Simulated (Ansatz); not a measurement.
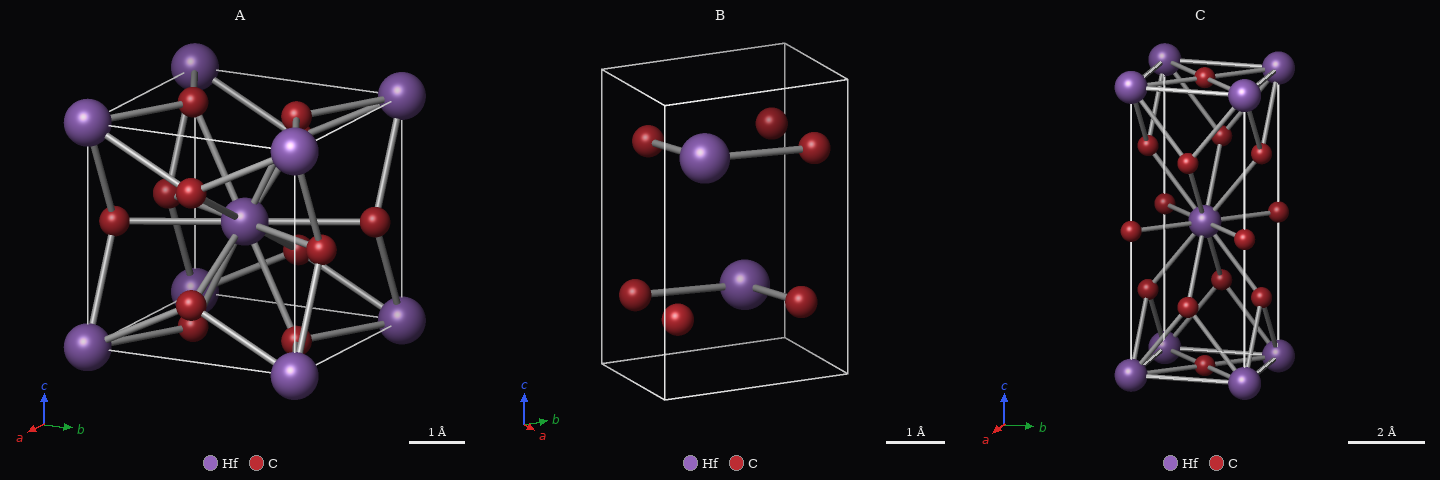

Three structures of HfC$_{3}$, each relaxed to rest (conventional cells in solid outline, small ones repeated, each panel with its own scale). Method: Ansatz 0.2.0, DFT PBE, scalar-relativistic, plane waves, PAW, without spin polarisation.

Question: Name the structure in each panel.

Answer: A: Cr₃Si (A15) type, Pm-3n; B: 8 atoms a cell on a primitive hexagonal lattice, P6_3/mmc; C: 8 atoms a cell on a body-centred tetragonal lattice, I4/mmm.

Question: Rank them by energy, lowest first.

Answer: B, then C (+986 meV/atom) and A (+1142 meV/atom), energies at zero smearing.

Question: Collect the results in a table.

Answer:
| panel | structure | E − E(lowest) (meV/atom) | volume (Å³/atom) | gap (eV) |
| --- | --- | --- | --- | --- |
| B | P6_3/mmc | 0 | 11.1 | metal |
| C | I4/mmm | 986 | 9.8 | metal |
| A | Pm-3n | 1142 | 9.8 | metal |

Some of these may be structure types tried for this composition rather than known phases, and the most stable form need not be among them. Gaps are taken on the k-mesh or band path of each run.
